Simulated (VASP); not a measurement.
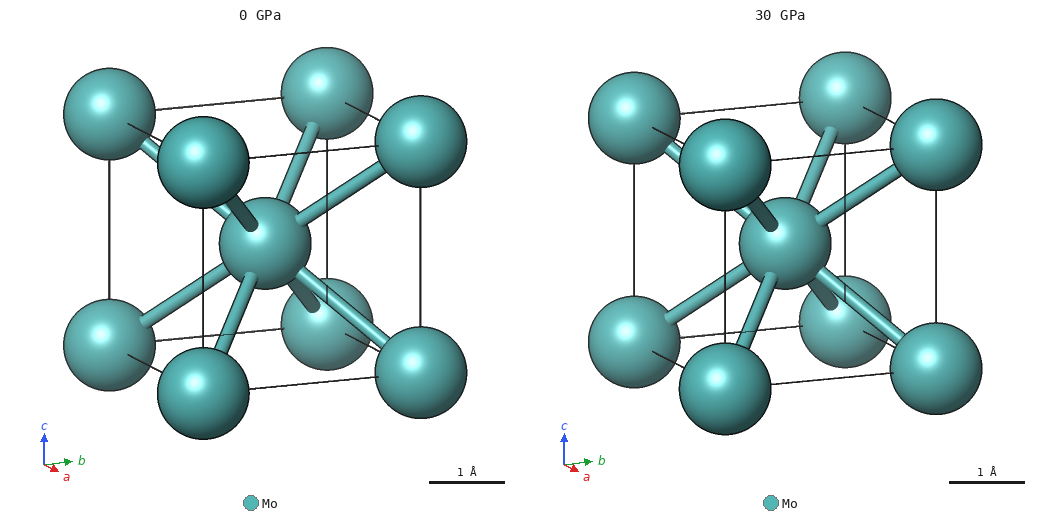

Mo, body-centred cubic (W type), space group Im-3m (No. 229), relaxed (cell and atoms) under a series of hydrostatic pressures; the conventional cell is drawn at the lowest and the highest, to one scale (sticks follow a distance rule). The start was a structure listed in the Materials Project.

Alike in all runs: VASP 6.6.1; functional PBE; VASP's PAW PBE potentials, release 64 (Mo_sv); cutoff 600 eV; k mesh 12 × 12 × 12 on the run's cell of 1 atom; occupations fermi-dirac, width 0.05 eV; no spin polarisation; no spin-orbit coupling.

| pressure (GPa) | volume (Å³/atom) | a (Å) |
| --- | --- | --- |
| 0.0 | 15.802 | 3.162 |
| 2.0 | 15.687 | 3.154 |
| 5.0 | 15.516 | 3.142 |
| 9.9 | 15.259 | 3.125 |
| 20.0 | ? | ? |
| 30.0 | 14.392 | 3.065 |

Fit a third-order Birch-Murnaghan equation to the rows given and use it to fill in the volume that is left out.

Answer. The fit gives V0 = 15.80 Å³/atom, B0 = 263 GPa and B0′ = 4.3, which puts the volume at 20.0 GPa at 14.79 Å³/atom. The run gave volume 14.793 Å³/atom; a 3.093 Å.

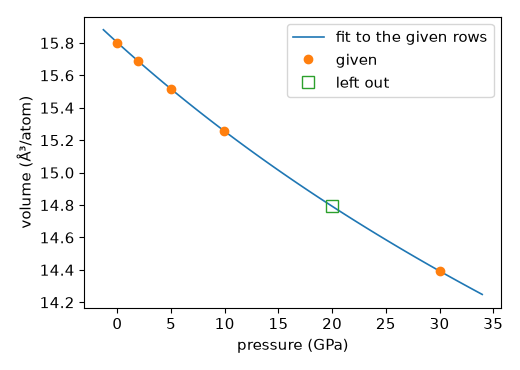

Volume against pressure, with the fit. The structure was kept in its own symmetry, so a change to another phase within this range wouldn't be seen.
